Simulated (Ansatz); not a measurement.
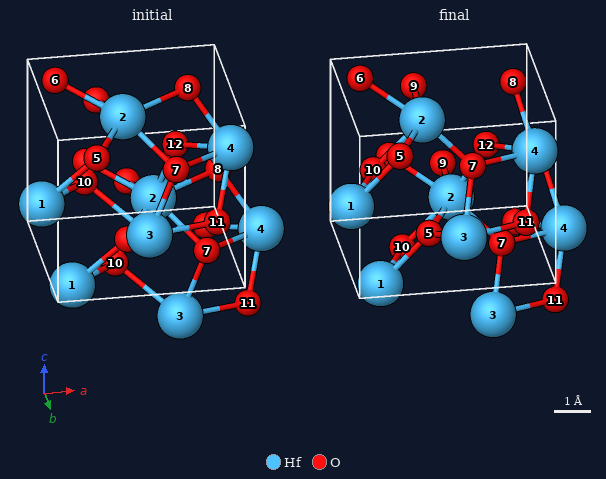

The structure of a crystal of HfO2 (set up in Pca2_1) before (left) and after (right) a relaxation, at one scale.

The picture is a ball-and-stick view of the cell of the calculation, repeated 1 × 2 × 1 with one cell outlined, seen from a free direction.

Case: volume × 1.06, shape and atoms relaxed.

These are results of DFT PBE, scalar-relativistic, plane waves, PAW in Ansatz, not measurements. (plane-wave cutoff 420 eV; k-point mesh 4 × 6 × 6; occupations gaussian; smearing width 0.02 eV; no spin polarisation; cell relaxed at fixed volume; force threshold 0.01 eV/Å; at most 30 steps)

Summarise the run.

The run was cut off at its time limit before the relaxation converged, so the last structure is only a point on the way. The largest moves relative to the cell, 0.53 Å, are those of O7, O8, O9 and O10. O8 goes along [3 2 2]. By element the largest moves are O 0.53 Å, Hf 0.27 Å. The drawn cell changes at constant volume: a 5.418 → 5.688 Å (+5.0 %), b 5.154 → 4.909 Å (−4.8 %), c unchanged at 5.196 Å. Some distances before and after: Hf1–O7 2.397 → 3.232 Å, Hf1–Hf2 3.502 → 3.311 Å, Hf1–O9 2.307 → 2.158 Å, Hf1–O8 2.151 → 2.033 Å. Bonds break, among them: Hf1–O7 (2.40 → 3.23 Å), Hf2–O8 (2.40 → 3.23 Å), Hf3–O10 (2.40 → 3.23 Å), Hf4–O9 (2.40 → 3.23 Å). Among the angles between lasting bonds that change: O5–Hf3–O7 119.5° → 96.7°, O7–Hf3–O12 134.2° → 155.3°, Hf1–O8–Hf3 109.4° → 127.5°. The space group stays Pca2_1 (No. 29). After 5 geometry steps the energy has fallen by 21.8 meV per atom. Largest force component: 0.1 eV/Å at the start, 0.1 eV/Å at the end. The pressure goes from −10.72 to 6.97 GPa.
